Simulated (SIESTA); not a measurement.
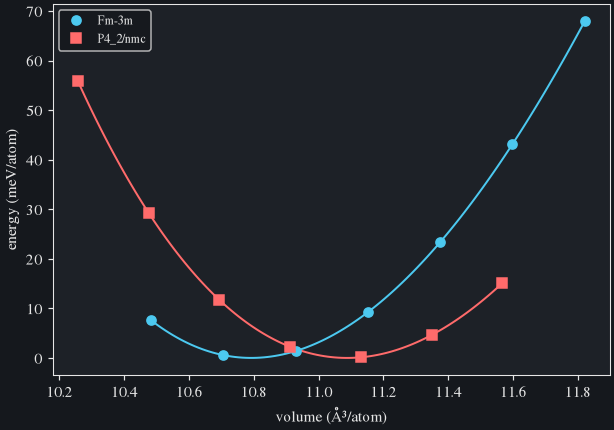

The plot gives the computed energy against volume, with one curve for each structure, for HfO₂. Each energy curve has its own zero, so the curves don't rank the structures.

Method: DFT in numerical atomic orbitals with pseudopotentials, no spin polarisation; energies at scaled volumes of the given cell, shape and fractions fixed, counted from the fit's minimum, third-order Birch-Murnaghan fit (SIESTA 5.4.2). Level: PBEsol.

- occupations: Fermi–Dirac
- smearing width: 0.05 eV
- potentials: PseudoDojo 0.4 standard, converted to PSML, two zetas on semicore shells

Settings that differ: Fm-3m: k mesh 9×9×9; P4_2/nmc: k mesh 8×8×5.

### Order the curves by fitted equilibrium volume, smallest first.

Fm-3m 10.792, P4_2/nmc 11.088 Å³/atom.

### Order the curves by fitted bulk modulus, smallest first.

P4_2/nmc 251.4, Fm-3m 261.0 GPa.

Note: mulliken charges of long orbitals; short basis over semicore shells.
